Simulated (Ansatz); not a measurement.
**From LDA to G0W0: VBiO4 (Clinobisvanite)**

Wanted: the gap of VBiO4 (Clinobisvanite) with a many-body correction, and the time that it takes.

Main program and level: Ansatz 0.2.0; LDA, then G0W0 on it, plane waves, PAW.

**The experiments to reproduce.**

- Gap 2.38 eV: optical gap from linear extrapolation of the absorption edge; UV-visible absorption, Tauc-type extrapolation; powder (hydrothermally grown porous microspheres, annealed at 500 C) (“Fabrication and performance enhancement of an In2O3/BiVO4 heterojunction for N-butanol gas sensing applications”, 2024, pmc:11650617).

- Gap 2.39 eV: optical absorption edge, indirect Tauc analysis, light polarized along [001] (tetragonal axes), parallel to principal axis; transmittance and reflectance spectroscopy, Tauc plot; 300 K; bulk crystal (Czochralski single crystal, (110)-oriented, 360 um thick) (“Role of the ferroelastic strain in the optical absorption of BiVO4”, 2020, arxiv:2004.10183).

- Gap 2.27 eV: optical absorption edge, indirect Tauc analysis, light polarized along [-110] (tetragonal axes), perpendicular to principal axis; transmittance and reflectance spectroscopy, Tauc plot; 300 K; bulk crystal (Czochralski single crystal, (110)-oriented, 360 um thick) (“Role of the ferroelastic strain in the optical absorption of BiVO4”, 2020, arxiv:2004.10183).

## (1) The starting structure

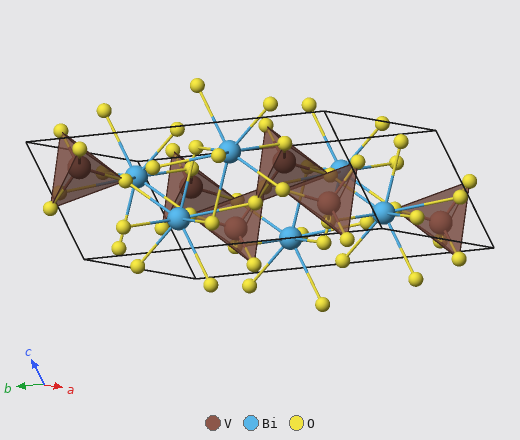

The cell as given, from a free direction (vanadium brown, bismuth blue, oxygen yellow). This picture shows the conventional cell, with its axes. Some periodic images of atoms are drawn too.

As a file:

```cif
data_structure
_symmetry_space_group_name_H-M 'C2/c'
_symmetry_Int_Tables_number 15
_cell_length_a 7.2472
_cell_length_b 11.6972
_cell_length_c 5.0898
_cell_angle_alpha 90.000
_cell_angle_beta 134.225
_cell_angle_gamma 90.000
_cell_volume 309.20
loop_
_atom_site_label
_atom_site_type_symbol
_atom_site_symmetry_multiplicity
_atom_site_Wyckoff_symbol
_atom_site_fract_x
_atom_site_fract_y
_atom_site_fract_z
_atom_site_occupancy
V1 V 4 e 0.50000 0.63000 0.25000 1
Bi1 Bi 4 e 0.00000 0.63350 0.25000 1
O1 O 8 f 0.64650 0.70820 0.13880 1
O2 O 8 f 0.76060 0.94930 0.37960 1
```

The cell and positions come from the Crystallography Open Database and are kept as given unless a step says otherwise. Spin-orbit coupling is left out unless a step names it. The default PAW set here is soft_2. Its files were made with PBE.

## (2) The LDA band structure

Levels along a band path and on the mesh show where this functional puts the band edges.

This step: DFT, LDA, plane waves, PAW.

input.yaml

```yaml
crystal:
  lattice:
    - [3.6235830947, -5.8486, 0.0]
    - [3.6235830947, 5.8486, 0.0]
    - [-3.5500110127, 0.0, 3.6473943918]
  atoms:
    - { symbol: V, position: [0.87, 0.13, 0.75] }
    - { symbol: V, position: [0.13, 0.87, 0.25] }
    - { symbol: Bi, position: [0.3665, 0.6335, 0.75] }
    - { symbol: Bi, position: [0.6335, 0.3665, 0.25] }
    - { symbol: O, position: [0.9383, 0.3547, 0.6388] }
    - { symbol: O, position: [0.6453, 0.0617, 0.8612] }
    - { symbol: O, position: [0.0617, 0.6453, 0.3612] }
    - { symbol: O, position: [0.3547, 0.9383, 0.1388] }
    - { symbol: O, position: [0.8113, 0.7099, 0.8796] }
    - { symbol: O, position: [0.2901, 0.1887, 0.6204] }
    - { symbol: O, position: [0.1887, 0.2901, 0.1204] }
    - { symbol: O, position: [0.7099, 0.8113, 0.3796] }
kpoints:
  mp_grid: { grid: [6, 6, 6] }
  band_path:
    path:
      - [[0.0, 0.0, 0.0], [0.0, 0.0, 0.5], [-0.25874073, 0.25874073, 0.5]]
      - [[-0.74125927, -0.25874073, 0.5], [-0.5, -0.5, 0.5], [0.0, 0.0, 0.0], [-0.5, 0.5, 0.0]]
      - [[-0.5, 0.0, 0.5], [0.0, 0.0, 0.0], [-0.5, 0.0, 0.0]]
    npoints: 10
hamiltonian:
  xc: lda
scf:
  occupations: { method: fermi_dirac, width: 0.02 }
  n_extra_bands: 8
output:
  eigenvalues: true
  forces: true
  stress: true
  write_density: true
  write_potential: true
  elf: true
  volumetric_format: npy
```

Run with:

```
$ ansatz run input.yaml --threads 3 --pin off --max-ram 92160MiB --backend cuda --events-out ev --progress --plain --runs-dir out --devices 1 --max-vram 13GiB  # rebuilt from the run's record
```

Numbers of over 12 decimals in the logs are rounded to 6 here.

What it wrote:

```text
scf.n_extra_bands = 8 over 52 filled bands (N_el = 104.0): the run solves 60 bands
GPUs: using 1 of 1 available (devices: 1).
Engine: ansatz 0.2.0, x86_64-unknown-linux-gnu
Pseudopotentials: kind: paw
Pseudopotential: V, paw, valence charge 13, recommended cutoff 420 eV (normal), V.paw.azcp
Pseudopotential: Bi, paw, valence charge 15, recommended cutoff 420 eV (normal), Bi.paw.azcp
Pseudopotential: O, paw, valence charge 6, recommended cutoff 420 eV (normal), O.paw.azcp
Functional definition: SPW92
  exchange = slater_x
  correlation = pw_c
device memory: the entry about to start is reckoned to put 4.9 GiB on a device that reports 75.9 GiB free (of which the cap on the GPU budget leaves the run 13.0 GiB)
GPU FFT provider: cuFFT
GPU libraries: cuBLAS 13.8.2, cuFFT 12.4.0, cuSOLVER 12.3.4
Crystal: 12 atoms, lattice volume = 154.598 Å³
Basis set: ecut = 420 eV, 3041 PW (Γ)
Bands: 60, of which v1, the nominal top of the filled ones, is band 52 counted from 1 (51 counted from 0)
Symmetry: 4 space group operations
Space group: C2/c (ITA 15), of the structure as read, at distance tolerance 5.4e-5 Å
k-points: 68 of 216
Non-local potential: V, projectors of the file, l = 0: 3, l = 1: 2, l = 2: 3, l = 3: 1
Non-local potential: Bi, projectors of the file, l = 0: 2, l = 1: 2, l = 2: 2, l = 3: 2
Non-local potential: O, projectors of the file, l = 0: 2, l = 1: 2, l = 2: 1
PAW form: soft (Blöchl's): semilocal exchange-correlation on the pseudo side does not see the compensation charge
PAW frozen core: V, regenerated for the run's functional, and the local potential with it (the file was generated under x = pbe(κ = 0.804, μ = 0.219515), c = pbe(β = 0.066725))
PAW frozen core: Bi, regenerated for the run's functional, and the local potential with it (the file was generated under x = pbe(κ = 0.804, μ = 0.219515), c = pbe(β = 0.066725))
PAW frozen core: O, regenerated for the run's functional, and the local potential with it (the file was generated under x = pbe(κ = 0.804, μ = 0.219515), c = pbe(β = 0.066725))
PAW one-centre angular grid: V, 590 points (default); XC on 64 Gauss nodes
PAW one-centre angular grid: Bi, 590 points (default); XC on 64 Gauss nodes
PAW one-centre angular grid: O, 110 points (default); XC on 64 Gauss nodes
Initial density: superposition of atomic densities (neutral atoms: chi_scale 0, normalization atom), corrected by the library's trained network
Initial wavefunctions: pseudopotential atomic-orbital guess
GPU buffer pool allocated for 82944 grid points (all kernels)
GPU transforms: local potential and band sums: pruned to the plane-wave sphere, on 45×45×36
Functional: x = slater, c = lda
SCF iter   1: F=—  HF=-34338.363507 eV  |F-HF|=—  |Δ(HF+E_count)|=         —  Δρ=1.89e-2  dr2=5.19e-1  ethr=1.77e-3  ⟨swp⟩=6.0  Hψ=14007  notcnv=0
preconditioner: auto → Resta (q_TF=auto, 2.554 Å⁻¹)  ε∞=5.5  [insulator: Δε(μ)=2.031 eV  Ē_g=13.187 eV  σ=0.020 eV  W_gap=1.00  n_scr=36 (ndim 8)  ℏωp=28.0 eV  f_vac=0.029  D(μ)=0.00/eV (n_scr^D=0)  ε∞_Penn≈5.5]
SCF iter   2: F=—  HF=-34338.305581 eV  |F-HF|=—  |Δ(HF+E_count)|=   5.79e-2  Δρ=1.57e-2  dr2=4.06e-1  ethr=5.00e-4  ⟨swp⟩=2.4  Hψ=7149  notcnv=0  defer=213
SCF iter   3: F=—  HF=-34338.258329 eV  |F-HF|=—  |Δ(HF+E_count)|=   4.73e-2  Δρ=4.10e-3  dr2=2.69e-2  ethr=3.91e-4  ⟨swp⟩=2.0  Hψ=5811  notcnv=0  defer=213
SCF iter   4: F=—  HF=-34338.253386 eV  |F-HF|=—  |Δ(HF+E_count)|=   4.94e-3  Δρ=1.48e-3  dr2=2.34e-3  ethr=2.59e-5  ⟨swp⟩=2.0  Hψ=5914  notcnv=0  defer=213
SCF iter   5: F=—  HF=-34338.252863 eV  |F-HF|=—  |Δ(HF+E_count)|=   5.23e-4  Δρ=8.12e-4  dr2=1.03e-3  ethr=2.25e-6  ⟨swp⟩=2.0  Hψ=5723  notcnv=0  defer=213
SCF iter   6: F=—  HF=-34338.252495 eV  |F-HF|=—  |Δ(HF+E_count)|=   3.68e-4  Δρ=1.80e-4  dr2=4.21e-5  ethr=9.89e-7  ⟨swp⟩=2.0  Hψ=5365  notcnv=0  defer=213
SCF iter   7: F=—  HF=-34338.253018 eV  |F-HF|=—  |Δ(HF+E_count)|=   5.23e-4  Δρ=4.42e-5  dr2=3.00e-6  ethr=4.05e-8  ⟨swp⟩=3.0  Hψ=7890  notcnv=0  defer=213
SCF iter   8: F=—  HF=-34338.253018 eV  |F-HF|=—  |Δ(HF+E_count)|=   2.79e-7  Δρ=1.28e-5  dr2=2.95e-7  ethr=2.88e-9  ⟨swp⟩=2.9  Hψ=7163  notcnv=0  defer=213
SCF iter   9: F=-34338.253018 eV  HF=-34338.253018 eV  |F-HF|=2.07e-8  |Δ(HF+E_count)|=   4.63e-8  Δρ=4.16e-6  dr2=3.49e-8  ethr=9.62e-11  ⟨swp⟩=16.4  Hψ=44454  notcnv=0
SCF 1 converged in 9 iterations: F = -34338.253018 eV  dr2 = 3.49e-8
  greatest PAW one-centre occupation: 1.000 electrons in one spin orbital (limit 2), on the V atom at site 1 (counted from 0), in its partial waves of l = 0
device memory: the entry about to start is reckoned to put 3.6 GiB on a device that reports 68.8 GiB free (of which the cap on the GPU budget leaves the run 13.0 GiB)
NSCF: frozen V_eff on 73 k-points
SCF converged after 9 iterations
Free energy (F): -34338.253018 eV
Harris-Foulkes:  -34338.253018 eV  (|F-HF|=2.07e-8)
Internal energy: -34338.253018 eV  (E = F + TS)
E sigma→0 (E₀):  -34338.253018 eV
Fermi energy:    9.234945 eV
--- Per-component energies (eV) ---
  E_band       = -722.641269
  E_kinetic    = 2659.928035
  E_local      = -8102.323928  (includes V_loc(G=0)·N_el)
  E_nonlocal   = 1444.071685
  E_hartree    = 2948.685265
  E_xc         = -1138.525902
  E_vxc        = -1362.901614  (∫ρ·V_xc dr)
  E_paw        = -23997.373292  (= ΣΔE_a)
  E_vpaw       = -1258.813493  (= ΣTr[D̂ρ^β])
  E_aug_tail   = 0.019169  (compensation charges beyond the density's cutoff)
  E_ewald      = -8154.191953
  E_core_change = 1.457902  (= ΣΔE_core)
  E_smearing   = -0.000000  (= −TS)
  E_closure    = -0.000000  (closes the sum)
  Σ components = -34338.253018   (vs F -34338.253018, Δ=0.00e0)
--- Forces (eV/Å), atoms counted from 1 ---
  atom   1  V     -0.00000000     0.04990529    -0.00000000
  atom   2  V      0.00000000    -0.04990529     0.00000000
  atom   3  Bi    -0.00000000    -0.12729295    -0.00000000
  atom   4  Bi     0.00000000     0.12729295     0.00000000
  atom   5  O     -0.26513543    -0.15950452     0.06756492
  atom   6  O      0.26513543    -0.15950452    -0.06756492
  atom   7  O      0.26513543     0.15950452    -0.06756492
  atom   8  O     -0.26513543     0.15950452     0.06756492
  atom   9  O      0.05834679    -0.14945931     0.10107461
  atom  10  O     -0.05834679    -0.14945931    -0.10107461
  atom  11  O     -0.05834679     0.14945931    -0.10107461
  atom  12  O      0.05834679     0.14945931     0.10107461
  max |Σ_I F_I| component: 1.39e-17 eV/Å
--- Stress (GPa, compression-positive) ---
       -6.531444       0.000000       0.041929
        0.000000      -6.358154      -0.000000
        0.041928      -0.000000      -6.546935
  P = ⅓ Tr σ = -6.4788 GPa (-64.788 kbar)
--- Band table (eV; the first three rows and the last of 68) ---
  k-point 0: bands = [... 48 lower, 7.1428, 7.4507, 7.5069, 7.6654, 10.6044, 11.0443, 11.3616, 11.5450, ... 4 higher]
  k-point 1: bands = [... 48 lower, 7.2069, 7.4358, 7.5246, 7.7268, 10.6656, 11.0199, 11.0607, 11.1970, ... 4 higher]
  k-point 2: bands = [... 48 lower, 7.2103, 7.2974, 7.5122, 8.1542, 10.5415, 10.9486, 11.0590, 11.3375, ... 4 higher]
  k-point 67: bands = [... 48 lower, 7.2735, 7.2735, 7.8245, 7.8245, 11.0240, 11.0240, 11.2018, 11.2018, ... 4 higher]
```

Wall time 12 s (1 × NVIDIA H100 80GB HBM3 (shared by 6 runs) with 3 threads of AMD EPYC 7R13 (Zen 3), shared host); peak memory 1.1 GiB; 14 s of CPU time.

Numbers from this step:

```
pressure             : -6.479 GPa
filled bands         : 52
gap                  : 2.176 eV
valence top at       : k = (0.000, 0.000, 0.333)
conduction bottom at : k = (0.167, 0.167, 0.167)
least direct gap     : 2.252 eV
```

Over mesh and path the gap is 2.176 eV, from k = (0.000, 0.000, 0.333) to k = (0.167, 0.167, 0.167). The least direct gap found is 2.252 eV, at k = (0.167, 0.167, 0.167). The pressure in this cell is -6 GPa; the cell is kept.

Electronic bands along the path, in eV, zero at the top of the highest nominally filled band:

| point | band 49 | band 50 | band 51 | band 52 | band 53 | band 54 | band 55 | band 56 |
| --- | --- | --- | --- | --- | --- | --- | --- | --- |
| Γ | -1.01 | -0.70 | -0.65 | -0.49 | 2.45 | 2.89 | 3.21 | 3.39 |
| A | -0.90 | -0.90 | -0.44 | -0.44 | 2.80 | 2.80 | 3.09 | 3.09 |
| I2 | -0.89 | -0.89 | -0.38 | -0.38 | 2.82 | 2.82 | 3.07 | 3.07 |
| jump to I | -0.89 | -0.89 | -0.38 | -0.38 | 2.82 | 2.82 | 3.07 | 3.07 |
| M2 | -0.88 | -0.88 | -0.33 | -0.33 | 2.87 | 2.87 | 3.05 | 3.05 |
| Γ | -1.01 | -0.70 | -0.65 | -0.49 | 2.45 | 2.89 | 3.21 | 3.39 |
| Y | -0.94 | -0.93 | -0.74 | -0.68 | 2.97 | 2.98 | 3.06 | 3.12 |
| jump to L2 | -1.07 | -0.87 | -0.51 | -0.24 | 2.20 | 2.57 | 3.09 | 3.11 |
| Γ | -1.01 | -0.70 | -0.65 | -0.49 | 2.45 | 2.89 | 3.21 | 3.39 |
| V2 | -1.03 | -1.02 | -0.50 | -0.12 | 2.24 | 2.66 | 3.05 | 3.05 |

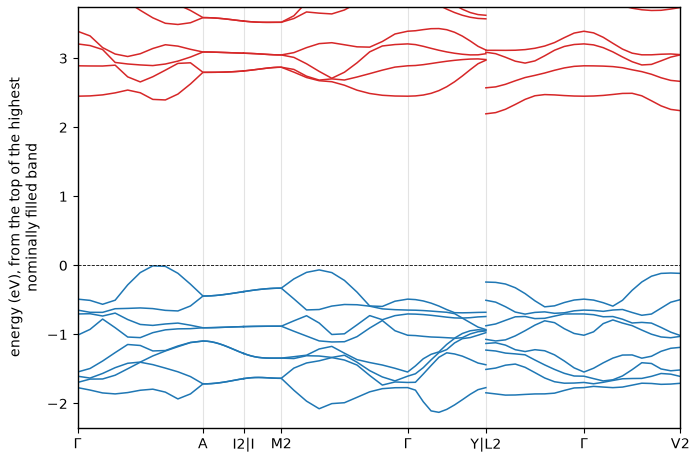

Electronic bands along the path; lines of filled and empty bands in two colours.

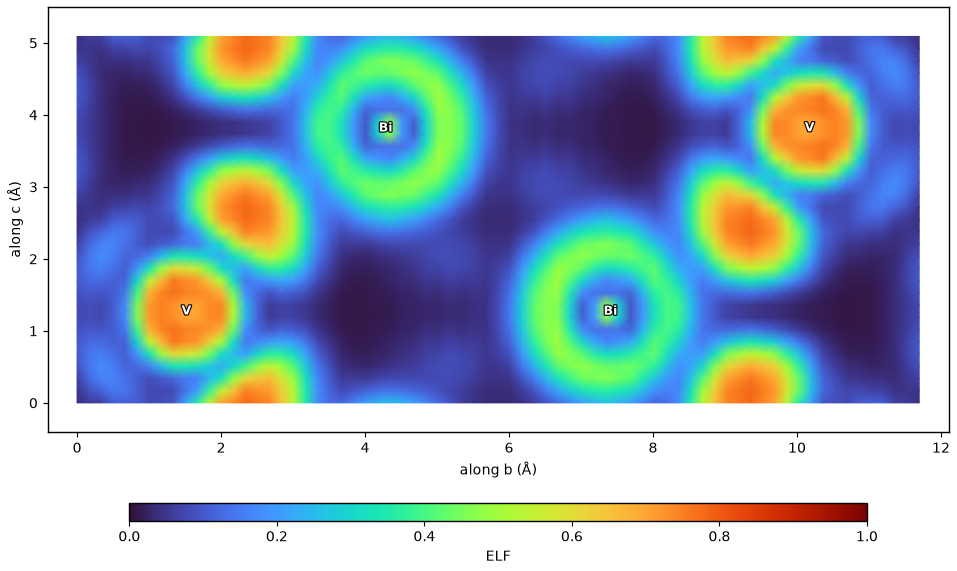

ELF in the bc plane of the conventional cell at fractional x = 0.000, with atoms of V and Bi within 0.2 Å of it. It is the smooth field of the valence electrons, not physical close to the nuclei.

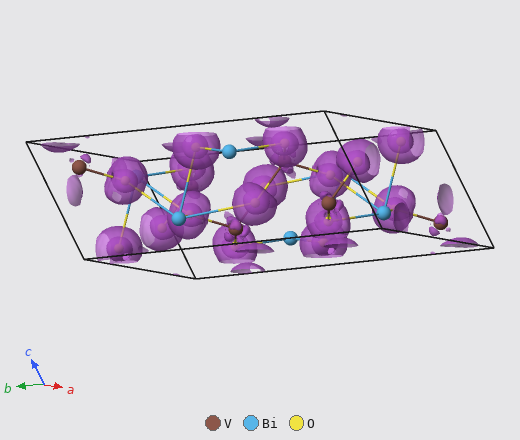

Surface of ELF = 0.76.

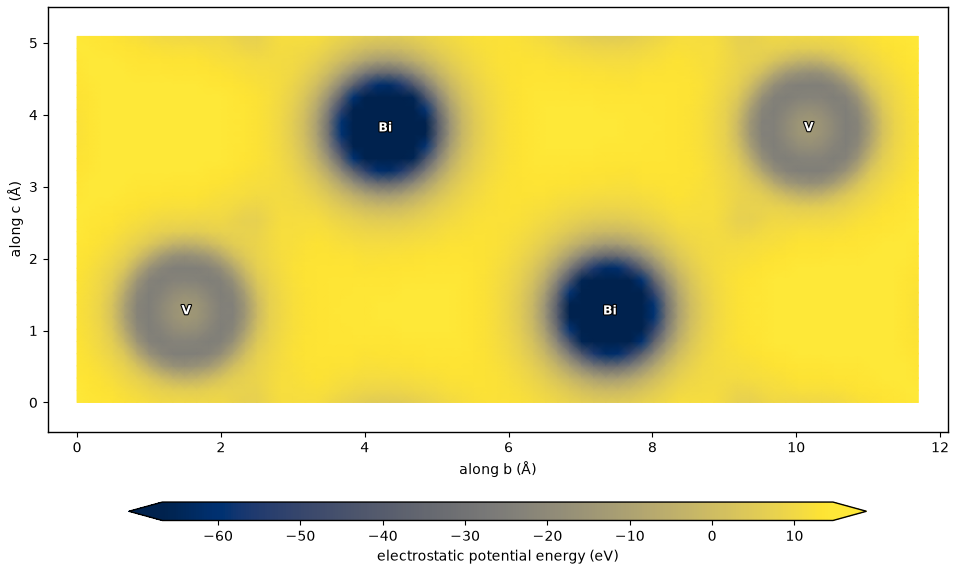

Electrostatic potential energy in the bc plane of the conventional cell at fractional x = 0.000, with atoms of V and Bi within 0.2 Å of it. With pseudopotentials it is smooth inside the atoms' cores, unlike the true potential.

(Part 1 of 3 ends here.)

[Paths, hosts, dates, memory and timing lines, banners, echoed tables and standing remarks are left out of the program output.]

[Logs are printed without paths, hosts, clocks, repeated set-up lines and the standing remarks that a program may print on its own settings, such as how far it seeks lower states.]

[Runs of the session that timed out or met a known fault of the program may be left out.]

[Cells called generated may have been cut or substituted from an entry of the Crystallography Open Database or the Materials Project.]

[Hosts, paths, dates, database ids (printed as entryN), source tags and the programs' standing remarks are cut or masked in the printed files.]

[Where an RPA ε∞ is given, it is that of the G0W0 mesh and is not shown converged in it. Names of k-points follow the symmetry that the program found, which can be lower than the space group named. Band edges on a path are those of the sampled points; other points can move an edge, and change direct to indirect where valleys lie close.]

[Hybrid gaps are those of their k-mesh and are not shown converged in it.]
